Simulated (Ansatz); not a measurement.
**WS3: density, localisation and related maps**

```xyz
4
Lattice="4.6369 0.0000 0.0000 0.0000 4.6369 0.0000 0.0000 0.0000 4.6369" Properties=species:S:1:pos:R:3 pbc="T T T"
W     0.0000    0.0000    0.0000
S     0.0000    0.0000    2.3185
S     0.0000    2.3185    0.0000
S     2.3185    0.0000    0.0000
```

Space group Pm-3m.

Computed with DFT PBEsol, scalar-relativistic, plane waves, PAW (Ansatz).

Core electrons are frozen (PAW), and the valence fields are smoothed inside the atomic spheres.

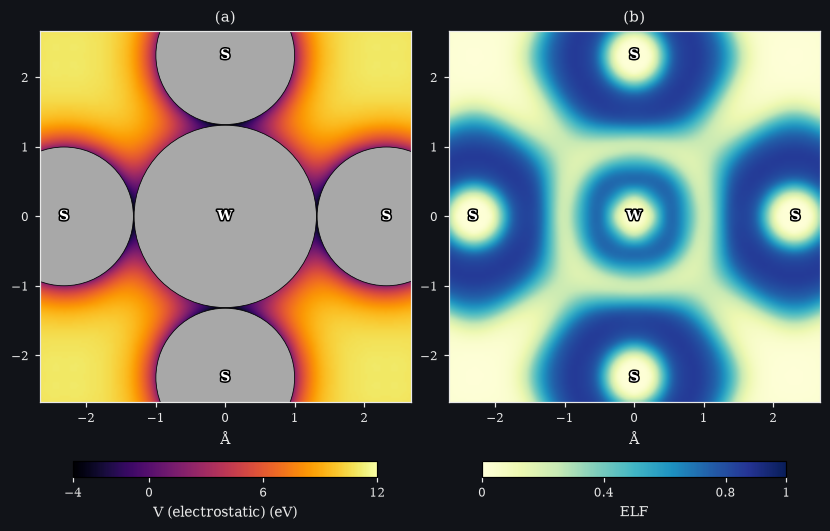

Figure 1. (a) electrostatic potential (local pseudopotential plus Hartree) felt by an electron; (b) electron localisation function on the (001) plane of the conventional cell. Grey discs cover the atomic cores in the potential map.

**What do the fields say about this system?**

The section cuts through W and S sites. W–S (2.32 Å): the ELF peaks at about 0.80 in the valence shell of S, 0.8 Å from its nucleus, and is about 0.40 at the midpoint. The features right at W lie inside the PAW spheres, where the map follows smoothed inner orbitals and isn't to be read closely. Outside the cores the potential energy rises away from the atoms and is highest about 2.2 Å from the nearest atoms; its zero is arbitrary.

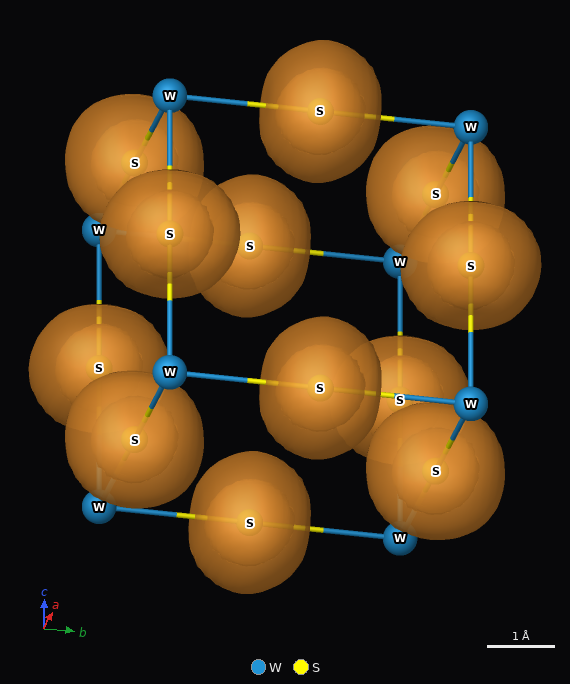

Figure 2. Isosurface of the ELF at 0.8 (orange), seen at an oblique angle. Only the valence region is drawn (cores and ρ < 0.01 e/Å³ removed). Sticks mark near contacts.

**Identify the bonds, lone pairs and shells in this picture.**

The ELF exceeds this value in three regions wrapped around S (the valence shell of each), counted in one cell of 4 atoms. Regions shared between cells count once.

**Metal or insulator at this level of theory?**

It is metallic or semimetallic at this level of theory: no gap opens; semilocal functionals without U, or without the true magnetic order, often close the gap of such compounds.
